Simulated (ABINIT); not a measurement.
# Ta$_{2}$C: optical-spectrum calculation (part 1 of 2)

Ta$_{2}$C (P-3m1, 3 atoms in the cell), computed with Kohn-Sham DFT of a periodic cell, LDA, PseudoDojo NC SR LDA v0.4.1 standard, no spin polarisation (ABINIT 10.8.3).

The structure derives from an entry of the Crystallography Open Database.

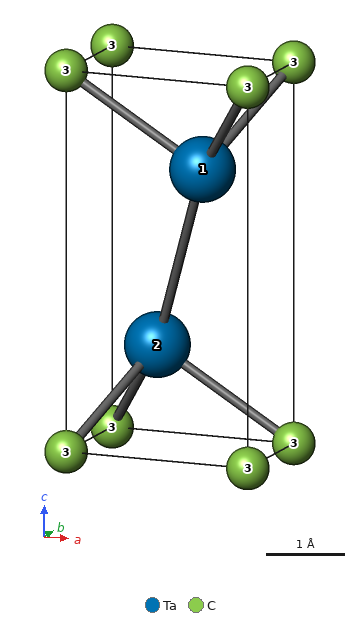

Fig. 1: The input geometry (ball-and-stick view of the cell of the calculation, seen slightly off an axis; atoms are numbered from 1 in the order of the input). An atom can appear more than once, as a periodic image.

**The input**
```
# Datasets
ndtset 3

# Pseudopotentials
pp_dirpath "./"
pseudos "Ta.upf, C.upf"

# Structure
acell 3*1.0
rprim
     5.8693003705     0.0000000000     0.0000000000
    -2.9346501852     5.0829632232     0.0000000000
     0.0000000000     0.0000000000     9.3473413028
ntypat 2
znucl 73 6
natom 3
typat 1 1 2
xred
            2/3            1/3   0.7479900000
            1/3            2/3   0.2520100000
            0.0            0.0            0.0

# Plane-wave basis
ecut 843.552974 eV

# k points
ngkpt 12 12 8
nshiftk 1
shiftk 0.0 0.0 0.5
istwfk *1

# Exchange and correlation
ixc 7

# Bands and occupations
occopt 3
tsmear 0.00183747

# SCF cycle
nstep 80

# Output
iomode 3
prteig 0
prtebands 0

# Dataset 1: ground state
nband1 19
tolvrs1 1.0e-12
prtden1 1
prtwf1 0
kptopt1 1

# Dataset 2: empty bands at fixed density
iscf2 -3
getden2 1
nband2 25
nbdbuf2 4
tolwfr2 1.0e-12
nstep2 120
prtden2 0
kptopt2 1

# Dataset 3: wave functions and velocity matrix elements in the full zone
optdriver3 8
wfk_task3 "wfk_optics_fullbz"
getwfk3 2
nband3 21
kptopt3 1
prtevk3 1
inclvkb3 2
```

**File optic.abi**
```
&FILES
 ddkfile_1 = 'runo_DS3_1_EVK.nc',
 ddkfile_2 = 'runo_DS3_2_EVK.nc',
 ddkfile_3 = 'runo_DS3_3_EVK.nc',
 wfkfile = 'runo_DS3_WFK.nc'
/
&PARAMETERS
 broadening = 0.007350,
 domega = 0.002,
 maxomega = 0.8,
 scissor = 0.000000,
 tolerance = 0.002
/
&COMPUTATIONS
 num_lin_comp = 2,
 lin_comp = 11,33,
 num_nonlin_comp = 0
/
```

Hardware: 1 thread of AMD EPYC (Zen 3), 189 GiB of memory available, shared host.

Command:
```bash
abinit run.abi > log 2>&1
optic optic.abi > optic.log 2>&1
```

**The program's output**
```
.Version 10.8.3 of ABINIT
 DATASET    1 : space group P-3 m 1 (#164); Bravais hP (primitive hexag.)
================================================================================
 Values of the parameters that define the memory need for DATASET  1.
     intxc =       0    ionmov =       0      iscf =       7    lmnmax =       8
     lnmax =       8     mgfft =      48  mpssoang =       4    mqgrid =    3001
     natom =       3  nloc_mem =       1    nspden =       1   nspinor =       1
    nsppol =       1      nsym =      12    n1xccc =    2501    ntypat =       2
    occopt =       3   xclevel =       1
       mpw =        2328          nfft =       43200          nkpt =         124
================================================================================
================================================================================

 DATASET    2 : space group P-3 m 1 (#164); Bravais hP (primitive hexag.)
================================================================================
 Values of the parameters that define the memory need for DATASET  2.
     intxc =       0    ionmov =       0      iscf =      -3    lmnmax =       8
     lnmax =       8     mgfft =      48  mpssoang =       4    mqgrid =    3001
     natom =       3  nloc_mem =       1    nspden =       1   nspinor =       1
    nsppol =       1      nsym =      12    n1xccc =    2501    ntypat =       2
    occopt =       3   xclevel =       1
       mpw =        2328          nfft =       43200          nkpt =         124
================================================================================
================================================================================

 DATASET    3 : space group P-3 m 1 (#164); Bravais hP (primitive hexag.)
================================================================================
 Values of the parameters that define the memory need for DATASET  3.
     intxc =       0    ionmov =       0      iscf =       7    lmnmax =       8
     lnmax =       8     mgfft =      48  mpssoang =       4    mqgrid =    3001
     natom =       3  nloc_mem =       1    nspden =       1   nspinor =       1
    nsppol =       1      nsym =      12    n1xccc =    2501    ntypat =       2
    occopt =       3   xclevel =       1
       mpw =        2328          nfft =       43200          nkpt =         124
================================================================================
================================================================================

--------------------------------------------------------------------------------
------------- Echo of variables that govern the present computation ------------
--------------------------------------------------------------------------------
 -outvars: echo values of preprocessed input variables --------
            acell      1.0000000000E+00  1.0000000000E+00  1.0000000000E+00 Bohr
              amu      1.80947900E+02  1.20110000E+01
             ecut      3.10000000E+01 Hartree
           getden1          0
           getden2          1
           getden3          0
           getwfk1          0
           getwfk2          0
           getwfk3          2
             iscf1          7
             iscf2         -3
             iscf3          7
              ixc           7
           jdtset        1    2    3
                       outvar_i_n : Printing only first  50 k-points.
         kptrlatt       12    0    0      0   12    0      0    0    8
          kptrlen      7.04316044E+01
            natom           3
            nband1         19
            nband2         25
            nband3         21
           nbdbuf1          0
           nbdbuf2          4
           nbdbuf3          0
           ndtset           3
            ngfft          30      30      48
             nkpt         124
            nstep1         80
            nstep2        120
            nstep3         80
             nsym          12
           ntypat           2
                       prtocc : prtvol=0, do not print more k-points.
                       prtocc : prtvol=0, do not print more k-points.
                       prtocc : prtvol=0, do not print more k-points.
           occopt           3
        optdriver1          0
        optdriver2          0
        optdriver3          8
           prtden1          1
           prtden2          0
           prtden3          1
        prtebands           0
           prteig           0
           prtevk1          0
           prtevk2          0
           prtevk3          1
            prtwf1          0
            prtwf2          1
            prtwf3          1
            rprim      5.8693003705E+00  0.0000000000E+00  0.0000000000E+00
                      -2.9346501852E+00  5.0829632232E+00  0.0000000000E+00
                       0.0000000000E+00  0.0000000000E+00  9.3473413028E+00
           shiftk      0.00000000E+00  0.00000000E+00  5.00000000E-01
          spgroup         164
           tolvrs1     1.00000000E-12
           tolvrs2     0.00000000E+00
           tolvrs3     0.00000000E+00
           tolwfr1     0.00000000E+00
           tolwfr2     1.00000000E-12
           tolwfr3     0.00000000E+00
           tsmear      1.83747000E-03 Hartree
            typat      1  1  2
         wfk_task1          0
         wfk_task2          0
         wfk_task3          7
                       outvars : Printing only first  50 k-points.
           xangst      1.5529499990E+00  8.9659609992E-01  3.6998577335E+00
                       1.7639066839E-11  1.7931921998E+00  1.2465422631E+00
                       0.0000000000E+00  0.0000000000E+00  0.0000000000E+00
            xcart      2.9346501853E+00  1.6943210744E+00  6.9917178211E+00
                       3.3333005443E-11  3.3886421488E+00  2.3556234817E+00
                       0.0000000000E+00  0.0000000000E+00  0.0000000000E+00
             xred      6.6666666667E-01  3.3333333333E-01  7.4799000000E-01
                       3.3333333333E-01  6.6666666667E-01  2.5201000000E-01
                       0.0000000000E+00  0.0000000000E+00  0.0000000000E+00
            znucl       73.00000    6.00000

================================================================================

 chkinp: Checking input parameters for consistency, jdtset=   1.

 chkinp: Checking input parameters for consistency, jdtset=   2.

 chkinp: Checking input parameters for consistency, jdtset=   3.

================================================================================
== DATASET  1 ==================================================================

--- !DatasetInfo
iteration_state: {dtset: 1, }
dimensions: {natom: 3, nkpt: 124, mband: 19, nsppol: 1, nspinor: 1, nspden: 1, mpw: 2328, }
cutoff_energies: {ecut:  31.0, pawecutdg:  -1.0, }
electrons: {nelect:   3.00000000E+01, charge:   0.00000000E+00, occopt:   3.00000000E+00, tsmear:   1.83747000E-03, }
meta: {optdriver: 0, ionmov: 0, optcell: 0, iscf: 7, paral_kgb: 0, }
...

 Exchange-correlation functional for the present dataset will be:
  LDA: Perdew-Wang 92 LSD fit to Ceperley-Alder data - ixc=7
  J.P.Perdew and Y.Wang, PRB 45, 13244 (1992)

 Real(R)+Recip(G) space primitive vectors, cartesian coordinates (Bohr,Bohr^-1):
 R(1)=  5.8693004  0.0000000  0.0000000  G(1)=  0.1703781  0.0983678  0.0000000
 R(2)= -2.9346502  5.0829632  0.0000000  G(2)=  0.0000000  0.1967356  0.0000000
 R(3)=  0.0000000  0.0000000  9.3473413  G(3)=  0.0000000  0.0000000  0.1069823
 Unit cell volume ucvol=  2.7886333E+02 bohr^3
 Angles (23,13,12)=  9.00000000E+01  9.00000000E+01  1.20000000E+02 degrees

 getcut: wavevector=  0.0000  0.0000  0.0000  ngfft=  30  30  48
         ecut(hartree)=     31.000   => boxcut(ratio)=   2.04085

--- Pseudopotential description ------------------------------------------------
- pspini: atom type   1  psp file is ./Ta.upf
  73.00000  13.00000  180309                  znucl, zion, pspdat
12 -1012 3 -1 1432                            pspcod,pspxc,lmax,lloc,mmax
     nproj     2     2     2     2

- pspini: atom type   2  psp file is ./C.upf
   6.00000   4.00000  180309                  znucl, zion, pspdat
12 -1012 1 -1 1234                            pspcod,pspxc,lmax,lloc,mmax
     nproj     2     2     0     0

   1.42970263E+03                                ecore*ucvol(ha*bohr**3)
--------------------------------------------------------------------------------

================================================================================

--- !BeginCycle
iteration_state: {dtset: 1, }
solver: {iscf: 7, nstep: 80, nline: 4, wfoptalg: 0, }
tolerances: {tolvrs: 1.00E-12, }
...

     iter   Etot(hartree)      deltaE(h)  residm     vres2
 ETOT  1  -136.17589503721    -1.362E+02 1.228E-01 9.921E+02
 ETOT  2  -136.21764771896    -4.175E-02 3.635E-02 1.089E+03
 ETOT  3  -136.43031266164    -2.127E-01 7.993E-03 4.551E+00
 ETOT  4  -136.43116919247    -8.565E-04 5.753E-03 3.746E-02
 ETOT  5  -136.43117345938    -4.267E-06 2.007E-03 2.119E-02
 ETOT  6  -136.43118063056    -7.171E-06 2.374E-03 3.777E-04
 ETOT  7  -136.43118068532    -5.476E-08 1.684E-03 3.436E-07
 ETOT  8  -136.43118068548    -1.617E-10 2.851E-03 8.363E-07
 ETOT  9  -136.43118068568    -2.004E-10 1.582E-03 3.060E-09
 ETOT 10  -136.43118068569    -3.723E-12 1.334E-03 1.243E-11
 ETOT 11  -136.43118068569    -8.811E-13 1.722E-03 2.170E-12
 ETOT 12  -136.43118068569     7.105E-13 1.006E-03 3.642E-14

 At SCF step   12       vres2   =  3.64E-14 < tolvrs=  1.00E-12 =>converged.

 Cartesian components of stress tensor (hartree/bohr^3)
  sigma(1 1)=  3.47698430E-04  sigma(3 2)=  0.00000000E+00
  sigma(2 2)=  3.47698431E-04  sigma(3 1)=  0.00000000E+00
  sigma(3 3)=  3.71943574E-04  sigma(2 1)= -1.84267184E-13

--- !ResultsGS
iteration_state: {dtset: 1, }
comment   : Summary of ground state results
lattice_vectors:
- [  5.8693004,   0.0000000,   0.0000000, ]
- [ -2.9346502,   5.0829632,   0.0000000, ]
- [  0.0000000,   0.0000000,   9.3473413, ]
lattice_lengths: [   5.86930,    5.86930,    9.34734, ]
lattice_angles: [ 90.000,  90.000, 120.000, ] # degrees, (23, 13, 12)
lattice_volume:   2.7886333E+02
convergence: {deltae:  7.105E-13, res2:  3.642E-14, residm:  1.006E-03, diffor: null, }
etotal    :  -1.36431181E+02
entropy   :   0.00000000E+00
fermie    :   4.89828508E-01
cartesian_stress_tensor: # hartree/bohr^3
- [  3.47698430E-04,  -1.84267184E-13,   0.00000000E+00, ]
- [ -1.84267184E-13,   3.47698431E-04,   0.00000000E+00, ]
- [  0.00000000E+00,   0.00000000E+00,   3.71943574E-04, ]
pressure_GPa:  -1.0467E+01
xred      :
- [  6.6667E-01,   3.3333E-01,   7.4799E-01, Ta]
- [  3.3333E-01,   6.6667E-01,   2.5201E-01, Ta]
- [  0.0000E+00,   0.0000E+00,   0.0000E+00,  C]
cartesian_forces: # hartree/bohr
- [ -1.07045788E-28,  -1.50092793E-28,   3.15521366E-03, ]
- [ -1.52922555E-29,   1.14776842E-28,  -3.15521366E-03, ]
- [  1.22338044E-28,   3.53159513E-29,  -0.00000000E+00, ]
force_length_stats: {min:   1.27333473E-28, max:   3.15521366E-03, mean:   2.10347578E-03, }
...

 Integrated electronic density in atomic spheres:
```
